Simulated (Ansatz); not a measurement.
Ga₅O₈: geometry relaxation (part 1 of 4)

System: Ga₅O₈ (defect cell, 39 atoms in the cell).
Method: DFT PBE, scalar-relativistic, plane waves, PAW, spin-polarised (Ansatz 0.2.0).

The structure derives from a Materials Project entry. It belongs to a series of runs on one base structure; here: V_Ga, charge +0, atoms relaxed at the host's cell. Figures and captions count atoms from 1; the log counts them from 0 in places.

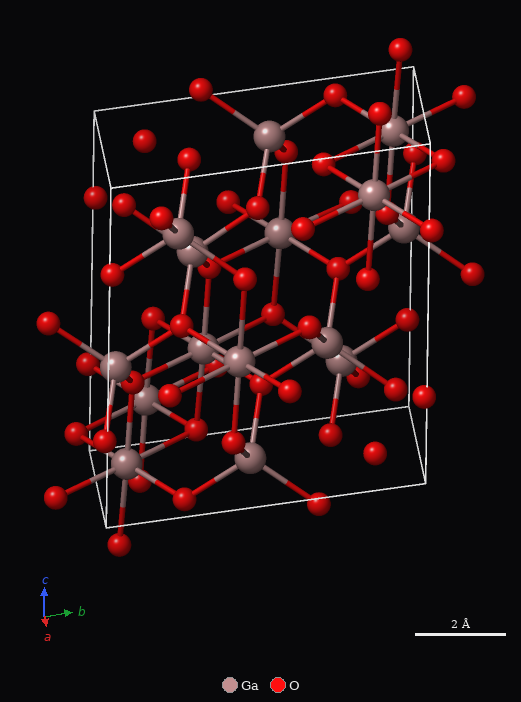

Fig. 1: The structure as given in the input (ball-and-stick view of the cell of the calculation, seen at an oblique angle; bonded neighbours outside the cell are drawn too). Near neighbours in the crystal (not all of them lie inside the picture): Ga has 6 O at 1.93 to 2.16 Å; Ga has 4 O at 1.80 to 1.90 Å; O has 2 Ga at 1.80 to 1.99 Å; O has 3 Ga at 1.84 to 2.16 Å; O has 4 Ga at 1.90 to 2.11 Å.

Input:
```yaml
crystal:
  lattice:
    - [-4.8290928629, -1.5416333702, -5.7151521777]
    - [-6.2270640114, 4.6249001107, -0.0062293263]
    - [1.3979711485, 6.166533481, -5.7089228515]
  atoms:
    - { symbol: Ga, position: [0.9009655799, 0.4160407055, 0.4132108658] }
    - { symbol: Ga, position: [0.1509655799, 0.1660407055, 0.1632108658] }
    - { symbol: Ga, position: [0.4009655799, 0.9160407055, 0.9132108658] }
    - { symbol: Ga, position: [0.5990344201, 0.0839592945, 0.0867891342] }
    - { symbol: Ga, position: [0.8490344201, 0.8339592945, 0.8367891342] }
    - { symbol: Ga, position: [0.0990344201, 0.5839592945, 0.5867891342] }
    - { symbol: Ga, position: [0.3490344201, 0.3339592945, 0.3367891342] }
    - { symbol: Ga, position: [0.4648084014, 0.715043681, 0.3299193396] }
    - { symbol: Ga, position: [0.7148084014, 0.465043681, 0.0799193396] }
    - { symbol: Ga, position: [0.9648084014, 0.215043681, 0.8299193396] }
    - { symbol: Ga, position: [0.2148084014, 0.965043681, 0.5799193396] }
    - { symbol: Ga, position: [0.7851915986, 0.034956319, 0.4200806604] }
    - { symbol: Ga, position: [0.0351915986, 0.784956319, 0.1700806604] }
    - { symbol: Ga, position: [0.2851915986, 0.534956319, 0.9200806604] }
    - { symbol: Ga, position: [0.5351915986, 0.284956319, 0.6700806604] }
    - { symbol: O, position: [0.4955088135, 0.4896848043, 0.7632743332], spin: 0.167 }
    - { symbol: O, position: [0.7503632193, 0.2416869295, 0.5063256077] }
    - { symbol: O, position: [0.0003632193, 0.9916869295, 0.2563256077] }
    - { symbol: O, position: [0.2503632193, 0.7416869295, 0.0063256077] }
    - { symbol: O, position: [0.7496367807, 0.2583130705, 0.9936743923] }
    - { symbol: O, position: [0.9996367807, 0.0083130705, 0.7436743923] }
    - { symbol: O, position: [0.2496367807, 0.7583130705, 0.4936743923] }
    - { symbol: O, position: [0.4996367807, 0.5083130705, 0.2436743923] }
    - { symbol: O, position: [0.412440262, 0.9349517816, 0.1518962293] }
    - { symbol: O, position: [0.6583156847, 0.6853224621, 0.9030233056], spin: 0.167 }
    - { symbol: O, position: [0.9153885824, 0.4292926241, 0.6566549071], spin: 0.167 }
    - { symbol: O, position: [0.162440262, 0.1849517816, 0.4018962293] }
    - { symbol: O, position: [0.8429006782, 0.8185003816, 0.5896534613], spin: 0.167 }
    - { symbol: O, position: [0.087559738, 0.5650482184, 0.3481037707] }
    - { symbol: O, position: [0.337559738, 0.3150482184, 0.0981037707] }
    - { symbol: O, position: [0.587559738, 0.0650482184, 0.8481037707] }
    - { symbol: O, position: [0.0727681926, 0.6002147925, 0.8180309538] }
    - { symbol: O, position: [0.3227681926, 0.3502147925, 0.5680309538] }
    - { symbol: O, position: [0.5727681926, 0.1002147925, 0.3180309538] }
    - { symbol: O, position: [0.8227681926, 0.8502147925, 0.0680309538] }
    - { symbol: O, position: [0.1772318074, 0.1497852075, 0.9319690462] }
    - { symbol: O, position: [0.4258661868, 0.8998493518, 0.6790911601], spin: 0.167 }
    - { symbol: O, position: [0.68294213, 0.6466718017, 0.4341677427], spin: 0.167 }
    - { symbol: O, position: [0.9272318074, 0.3997852075, 0.1819690462] }
  host:
    lattice:
      - [6.2270640114, -1.5416333702, 0.0062293263]
      - [6.2270640114, 1.5416333702, 0.0062293263]
      - [-1.3979711485, 0.0, 5.7089228515]
    atoms:
      - { symbol: Ga, position: [0.3414968573, 0.3414968573, 0.6858235543] }
      - { symbol: Ga, position: [0.6585031427, 0.6585031427, 0.3141764457] }
      - { symbol: Ga, position: [0.9100739588, 0.9100739588, 0.205272259] }
      - { symbol: Ga, position: [0.0899260412, 0.0899260412, 0.794727741] }
      - { symbol: O, position: [0.5039749256, 0.5039749256, 0.743311173] }
      - { symbol: O, position: [0.4960250744, 0.4960250744, 0.256688827] }
      - { symbol: O, position: [0.8263039782, 0.8263039782, 0.4356635088] }
      - { symbol: O, position: [0.1736960218, 0.1736960218, 0.5643364912] }
      - { symbol: O, position: [0.1635085074, 0.1635085074, 0.1092008536] }
      - { symbol: O, position: [0.8364914926, 0.8364914926, 0.8907991464] }
basis:
  ecutwfc: 420
  xc_grid: 2
kpoints:
  mp_grid: { grid: [2, 2, 2], shift: [0.5, 0.5, 0.5] }
hamiltonian:
  xc: pbe
scf:
  occupations: { method: gaussian, width: 0.02 }
  lower_state_search: "off"
output:
  forces: true
  stress: false
  eigenvalues: true
  populations: true
  charged_corrections:
    defect_position: [0.65096558, 0.66604071, 0.66321087]
    epsilon:
      - [11.4967, 0.0, -0.5625]
      - [0.0, 11.6406, 0.0]
      - [-0.5625, 0.0, 13.7955]
  write_density: true
  write_potential: true
  elf: true
  volumetric_format: npy
magnetization:
  spin_polarized: true
relax:
  adjacent_minimum: "off"
  f_tol: 0.03
  max_steps: 40
```

Machine: 8 threads of Arm Neoverse V2, 24 GiB of memory available, shared host.

Launch command:
```bash
ansatz run input.yaml --threads 8 --pin off --max-ram 16384MiB --backend cpu --events-out ev --progress --plain --runs-dir out
```

The program's output:
```
Engine: ansatz 0.2.0, aarch64-unknown-linux-gnu
Pseudopotentials: kind: paw
Pseudopotential: Ga, paw, valence charge 13, recommended cutoff 420 eV (normal), Ga.paw.azcp
Pseudopotential: O, paw, valence charge 6, recommended cutoff 420 eV (normal), O.paw.azcp
Functional definition: PBE
  parameter kappa = 0.804
  parameter beta = 0.06672455060314922
  exchange = pbe_x(kappa = kappa, mu = beta*pi^2/3)
  correlation = pbe_c(beta = beta)
Crystal: 39 atoms, lattice volume = 438.546 Å³
Basis set: ecut = 420 eV, 8573 PW (Γ), exchange–correlation on 108×108×120 points (8 copies of the dense FFT grid, shifted against one another)
Bands: 210, of which v1, the nominal top of the filled ones, is band 170 counted from 1 (169 counted from 0)
Symmetry: 1 space group operations
Space group: P1 (ITA 1), of the structure as read, at distance tolerance 7.6e-5 Å
Magnetic group: BNS 1.1 (UNI 1), of the structure as read, at distance tolerance 7.6e-5 Å
k-points: 4 of 8 (time reversal used)
Non-local potential: Ga, projectors of the file, l = 0: 2, l = 1: 2, l = 2: 3, l = 3: 1
Non-local potential: O, projectors of the file, l = 0: 2, l = 1: 2, l = 2: 1
PAW form: soft (Blöchl's): semilocal exchange-correlation on the pseudo side does not see the compensation charge
PAW one-centre angular grid: Ga, 590 points (default); XC on 64 Gauss nodes
PAW one-centre angular grid: O, 110 points (default); XC on 64 Gauss nodes
Initial density: superposition of atomic densities (chi_scale 0.1, normalization cell, long waves kept (reshape's long-wave potential 0.39 eV rms))
Starting moments: Σ|m| = 1.002 μB on 6 of 39 sites
Initial wavefunctions: pseudopotential atomic-orbital guess
Functional: x = pbe(κ = 0.804, μ = 0.2195149727645171), c = pbe(β = 0.06672455060314922)
SCF iter   1: F=—  HF=-70376.939788 eV  |F-HF|=—  |Δ(HF+E_count)|=         —  Δρ=6.07e-2 (↑5.56e-2 ↓6.07e-2)  dr2=3.82e1  dr2_m=2.65e-1  M=1.026 μB ∫|m|=1.138 μB  β_m=0.30  ethr=3.10e-3  ⟨swp⟩=6.8  Hψ=6373  notcnv=0  defer=2
preconditioner: auto → Kerker (q_TF=auto, 2.614 Å⁻¹)  [metal: Δε(μ)=0.022 eV  Ē_g=18.260 eV  σ=0.020 eV  W_gap=0.46  n_scr=128 (ndim 8)  ℏωp=32.6 eV  f_vac=0.004  D(μ)=29.57/eV (n_scr^D=316)]
spin=Collinear: Kerker preconditioning applied to the charge; magnetization (m = ρ↑ − ρ↓) channel mixes plain (no charge-response kernel on spin).
SCF iter   2: F=—  HF=-70372.089497 eV  |F-HF|=—  |Δ(HF+E_count)|=    4.85e0  Δρ=4.56e-2 (↑4.31e-2 ↓4.56e-2)  dr2=2.64e1  dr2_m=1.88e-1  M=1.023 μB ∫|m|=1.132 μB  β_m=0.30  ethr=3.10e-3  ⟨swp⟩=3.0  Hψ=3308  notcnv=0  defer=278
preconditioner: auto → Resta (q_TF=auto, 2.614 Å⁻¹)  ε∞=4.3  [insulator: Δε(μ)=0.053 eV  Ē_g=17.908 eV  σ=0.020 eV  W_gap=0.94  n_scr=128 (ndim 8)  ℏωp=32.6 eV  f_vac=0.003  D(μ)=3.98/eV (n_scr^D=14)  ε∞_Penn≈4.3]
spin=Collinear: Resta preconditioning applied to the charge; magnetization (m = ρ↑ − ρ↓) channel mixes plain (no charge-response kernel on spin).
SCF iter   3: F=—  HF=-70370.438460 eV  |F-HF|=—  |Δ(HF+E_count)|=    1.65e0  Δρ=3.98e-2 (↑3.10e-2 ↓3.98e-2)  dr2=1.92e1  dr2_m=2.48e-1  M=1.034 μB ∫|m|=1.162 μB  β_m=0.30  ethr=3.10e-3  ⟨swp⟩=3.1  Hψ=2816  notcnv=0  defer=278
SCF iter   4: F=—  HF=-70368.059416 eV  |F-HF|=—  |Δ(HF+E_count)|=    2.38e0  Δρ=2.30e-2 (↑1.67e-2 ↓2.30e-2)  dr2=5.80e0  dr2_m=4.09e-1  M=2.253 μB ∫|m|=2.296 μB  β_m=0.30  ethr=3.10e-3  ⟨swp⟩=2.2  Hψ=2066  notcnv=0  defer=275
SCF iter   5: F=—  HF=-70367.410007 eV  |F-HF|=—  |Δ(HF+E_count)|=   6.49e-1  Δρ=2.78e-2 (↑1.09e-2 ↓2.78e-2)  dr2=5.93e0  dr2_m=9.21e-1  M=2.992 μB ∫|m|=3.047 μB  β_m=0.30  ethr=1.71e-3  ⟨swp⟩=2.6  Hψ=2721  notcnv=0  defer=275
SCF iter   6: F=—  HF=-70367.200139 eV  |F-HF|=—  |Δ(HF+E_count)|=   2.10e-1  Δρ=1.38e-2 (↑8.11e-3 ↓1.38e-2)  dr2=1.39e0  dr2_m=2.92e-1  M=3.000 μB ∫|m|=3.075 μB  β_m=0.30  ethr=1.71e-3  ⟨swp⟩=2.0  Hψ=1535  notcnv=0  defer=275
SCF iter   7: F=—  HF=-70367.225339 eV  |F-HF|=—  |Δ(HF+E_count)|=   2.52e-2  Δρ=1.16e-2 (↑6.85e-3 ↓1.16e-2)  dr2=1.07e0  dr2_m=1.90e-1  M=3.000 μB ∫|m|=3.112 μB  β_m=0.30  ethr=4.09e-4  ⟨swp⟩=2.0  Hψ=1779  notcnv=0  defer=275
SCF iter   8: F=—  HF=-70367.238516 eV  |F-HF|=—  |Δ(HF+E_count)|=   1.32e-2  Δρ=1.07e-2 (↑5.36e-3 ↓1.07e-2)  dr2=4.31e-1  dr2_m=1.87e-1  M=3.000 μB ∫|m|=3.139 μB  β_m=1.00  ethr=3.17e-4  ⟨swp⟩=2.0  Hψ=1589  notcnv=0  defer=275
SCF iter   9: F=—  HF=-70367.345645 eV  |F-HF|=—  |Δ(HF+E_count)|=   1.07e-1  Δρ=1.25e-2 (↑3.06e-3 ↓1.25e-2)  dr2=1.07e0  dr2_m=1.19e-1  M=3.000 μB ∫|m|=3.219 μB  β_m=0.30  ethr=1.27e-4  ⟨swp⟩=2.4  Hψ=2675  notcnv=0  defer=275
SCF iter  10: F=—  HF=-70367.310782 eV  |F-HF|=—  |Δ(HF+E_count)|=   3.49e-2  Δρ=4.46e-3 (↑2.38e-3 ↓4.46e-3)  dr2=9.34e-2  dr2_m=2.27e-2  M=3.000 μB ∫|m|=3.222 μB  β_m=0.30  ethr=1.27e-4  ⟨swp⟩=2.8  Hψ=2659  notcnv=0  defer=275
SCF iter  11: F=—  HF=-70367.338390 eV  |F-HF|=—  |Δ(HF+E_count)|=   2.76e-2  Δρ=6.07e-3 (↑1.69e-3 ↓6.07e-3)  dr2=2.34e-1  dr2_m=3.09e-2  M=3.000 μB ∫|m|=3.233 μB  β_m=0.30  ethr=2.75e-5  ⟨swp⟩=2.6  Hψ=2764  notcnv=0  defer=275
SCF iter  12: F=—  HF=-70367.331012 eV  |F-HF|=—  |Δ(HF+E_count)|=   7.38e-3  Δρ=2.60e-3 (↑1.31e-3 ↓2.60e-3)  dr2=5.15e-2  dr2_m=5.90e-3  M=3.000 μB ∫|m|=3.238 μB  β_m=0.30  ethr=2.75e-5  ⟨swp⟩=2.0  Hψ=1706  notcnv=0  defer=275
SCF iter  13: F=—  HF=-70367.336603 eV  |F-HF|=—  |Δ(HF+E_count)|=   5.59e-3  Δρ=5.28e-3 (↑8.66e-4 ↓5.28e-3)  dr2=1.34e-1  dr2_m=3.04e-2  M=3.000 μB ∫|m|=3.242 μB  β_m=0.30  ethr=1.52e-5  ⟨swp⟩=2.0  Hψ=2111  notcnv=0  defer=275
SCF iter  14: F=—  HF=-70367.335331 eV  |F-HF|=—  |Δ(HF+E_count)|=   1.27e-3  Δρ=2.92e-3 (↑5.53e-4 ↓2.92e-3)  dr2=4.45e-2  dr2_m=9.42e-3  M=3.000 μB ∫|m|=3.246 μB  β_m=0.30  ethr=1.52e-5  ⟨swp⟩=2.0  Hψ=1560  notcnv=0  defer=275
SCF iter  15: F=—  HF=-70367.335075 eV  |F-HF|=—  |Δ(HF+E_count)|=   2.56e-4  Δρ=1.17e-3 (↑4.74e-4 ↓1.17e-3)  dr2=1.06e-2  dr2_m=1.38e-3  M=3.000 μB ∫|m|=3.250 μB  β_m=0.30  ethr=1.31e-5  ⟨swp⟩=1.5  Hψ=1449  notcnv=0  defer=275
Mixer restart at iter 15: flushing history
spin-set hold released at iteration 15 (site moments contracting): the magnetisation degrees of freedom join the quasi-Newton model from the next iteration; the mixer history was flushed
SCF iter  16: F=—  HF=-70367.336693 eV  |F-HF|=—  |Δ(HF+E_count)|=   1.62e-3  Δρ=1.98e-3 (↑3.76e-4 ↓1.98e-3)  dr2=2.64e-2  dr2_m=3.84e-3  M=3.000 μB ∫|m|=3.253 μB  β_m=0.30  ethr=3.13e-6  ⟨swp⟩=2.0  Hψ=2869  notcnv=0  defer=275
SCF iter  17: F=—  HF=-70367.335742 eV  |F-HF|=—  |Δ(HF+E_count)|=   9.50e-4  Δρ=3.90e-4 (↑3.14e-4 ↓3.90e-4)  dr2=8.81e-4  dr2_m=3.01e-4  M=3.000 μB ∫|m|=3.254 μB  β_m=0.45  ethr=3.13e-6  ⟨swp⟩=1.9  Hψ=2365  notcnv=0  defer=275
SCF iter  18: F=—  HF=-70367.336420 eV  |F-HF|=—  |Δ(HF+E_count)|=   6.78e-4  Δρ=9.39e-4 (↑1.95e-4 ↓9.39e-4)  dr2=5.69e-3  dr2_m=8.70e-4  M=3.000 μB ∫|m|=3.258 μB  β_m=0.45  ethr=2.60e-7  ⟨swp⟩=2.0  Hψ=2641  notcnv=0  defer=275
SCF iter  19: F=—  HF=-70367.336553 eV  |F-HF|=—  |Δ(HF+E_count)|=   1.33e-4  Δρ=6.83e-4 (↑6.63e-5 ↓6.83e-4)  dr2=2.76e-3  dr2_m=4.52e-4  M=3.000 μB ∫|m|=3.263 μB  β_m=0.32  ethr=2.60e-7  ⟨swp⟩=2.0  Hψ=2653  notcnv=0  defer=275
SCF iter  20: F=—  HF=-70367.336460 eV  |F-HF|=—  |Δ(HF+E_count)|=   9.36e-5  Δρ=2.07e-4 (↑6.20e-5 ↓2.07e-4)  dr2=2.18e-4  dr2_m=5.16e-5  M=3.000 μB ∫|m|=3.264 μB  β_m=0.48  ethr=2.60e-7  ⟨swp⟩=1.9  Hψ=2103  notcnv=0  defer=275
SCF iter  21: F=—  HF=-70367.336469 eV  |F-HF|=—  |Δ(HF+E_count)|=   9.51e-6  Δρ=1.79e-4 (↑2.58e-5 ↓1.79e-4)  dr2=1.79e-4  dr2_m=3.12e-5  M=3.000 μB ∫|m|=3.264 μB  β_m=0.40  ethr=6.44e-8  ⟨swp⟩=1.5  Hψ=1412  notcnv=0  defer=275
SCF iter  22: F=—  HF=-70367.336467 eV  |F-HF|=—  |Δ(HF+E_count)|=   2.19e-6  Δρ=1.13e-4 (↑1.67e-5 ↓1.13e-4)  dr2=8.40e-5  dr2_m=1.20e-5  M=3.000 μB ∫|m|=3.264 μB  β_m=0.31  ethr=5.29e-8  ⟨swp⟩=2.0  Hψ=1610  notcnv=0  defer=275
iter 23 did not close the SCF: its close was put off for a magnetic moment that had not settled (scf_convergence_deferred on its scf_iter line)
SCF iter  23: F=-70367.336461 eV  HF=-70367.336464 eV  |F-HF|=3.14e-6  |Δ(HF+E_count)|=   2.36e-6  Δρ=3.56e-5 (↑9.32e-6 ↓3.56e-5)  dr2=6.56e-6  dr2_m=1.38e-6  M=3.000 μB ∫|m|=3.264 μB  β_m=0.30  ethr=6.64e-9  ⟨swp⟩=15.8  Hψ=14095  notcnv=0
SCF iter  24: F=-70367.336465 eV  HF=-70367.336465 eV  |F-HF|=1.19e-7  |Δ(HF+E_count)|=   2.35e-7  Δρ=1.98e-5 (↑8.35e-6 ↓1.98e-5)  dr2=1.78e-6  dr2_m=4.27e-7  M=3.000 μB ∫|m|=3.264 μB  ethr=1.93e-9  ⟨swp⟩=7.0  Hψ=10075  notcnv=0
SCF 1 converged in 24 iterations: F = -70367.336465 eV  dr2 = 1.78e-6
  greatest PAW one-centre occupation: 0.998 electrons in one spin orbital (limit 2), on the Ga atom at site 3 (counted from 0), in its partial waves of l = 2
relax step   1: F+E_penalty+E_count = -70367.33646483 eV  Δ(F+E_penalty+E_count) = +0.000e0 eV  max|allowed force component| = 1.126e0 eV/Å  Δτ_max = 0.0000 Å  (24 SCF iters, dr2 threshold 2.25e-5 eV, accepted)
Initial density: handed on by an earlier stage of this run
Starting moments: Σ|m| = 1.002 μB on 6 of 39 sites; this step starts from the density that it was given
Initial wavefunctions: those handed on with the density
iter 1 solved again at ethr=1.85e-4 eV; its pass at ethr=3.10e-3 eV (dr2=6.27e-1 eV) is discarded
```
